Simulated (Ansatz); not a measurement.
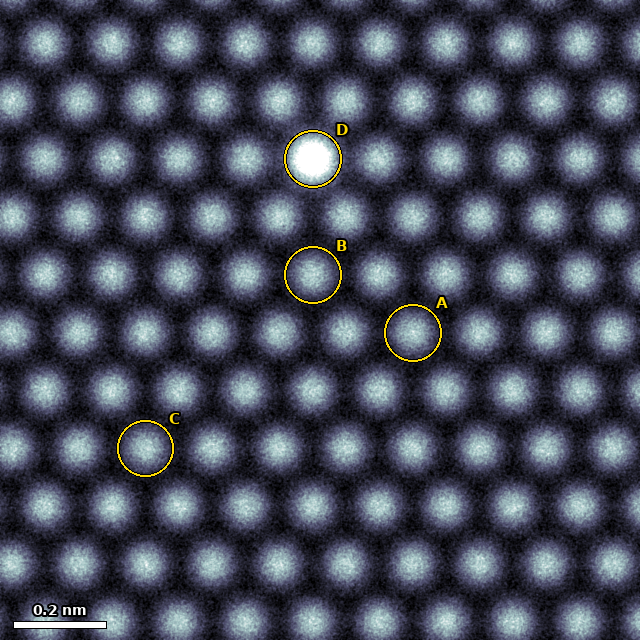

Z-contrast image of Cr (Fm-3m, No. 225) along [111]. The image is simulated as a sum over atoms of Z^1.8, blurred by a 0.99 Å probe (no channelling). The probe carries 25 % of its weight in a tail 2.5 times as wide. Shot noise was added.

The sample is 3 repeats (18.6 Å) thick. One point defect was put into the perfect crystal, without relaxing the atoms around it. Brightness is counted from the darkest point of the image. Host structure: the input geometry of an electronic-structure calculation (not necessarily at equilibrium); the starting structure was generated, so it need not be a known form of this composition.

Which ringed column holds the defect, and does it scatter more or less than its equals?

Answer. D; it scatters more. The column holds 3 atoms (Cr) through the sample, and one Cr atom is replaced by Mo, so its peak rises to about 200 % of that of its equals.
